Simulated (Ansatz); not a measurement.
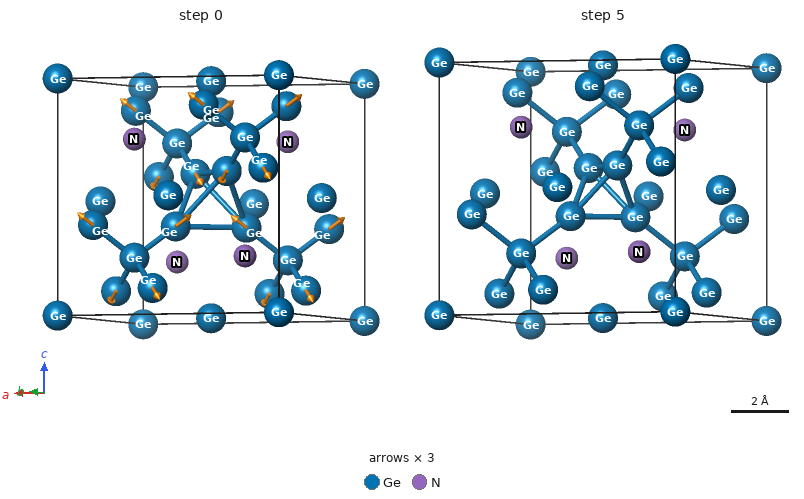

The structure of a crystal of Ge$_{6}$N (a generated structure, set up in F-43m) (coarse preliminary run) before (left) and after (right) a relaxation, at one scale. The orange arrows give the displacements (the part carried along by the change of the cell is left out), magnified 3 times.

The picture is a ball-and-stick view of the conventional cell (4 times the calculation's cell), seen from a free direction. Lengths and directions refer to the drawn axes.

The calculation used Ansatz 0.2.0, DFT PBE, scalar-relativistic, plane waves, PAW. (plane-wave cutoff 420 eV; k-point mesh 4 × 4 × 4; occupations gaussian; smearing width 0.1 eV; no spin polarisation; cell and atoms relaxed; force threshold 0.04 eV/Å; at most 70 steps)

Summarise the run.

Answer. The largest moves relative to the cell, 0.26 Å, are those of Ge atoms. N stays in place. Cell: a = b = c 8.424 → 8.979 Å (+6.6 %). Volume +21.1 %. Near-neighbour distances that change, for instance: Ge–Ge 1.965 → 2.350 Å, Ge–Ge 2.748 → 2.511 Å. The space group stays F-43m (No. 216). Over 4 accepted moves (5 points after the start) the energy falls by 6.059 eV per cell of the calculation. The largest force component goes from 6.2 to 0.026 eV/Å. The pressure goes from 22.24 to 0.30 GPa. The SCF was repeated once at an unchanged geometry on a basis and grid sized afresh for the cell, which shifted the energy by 40.4 meV per cell of the calculation at most.
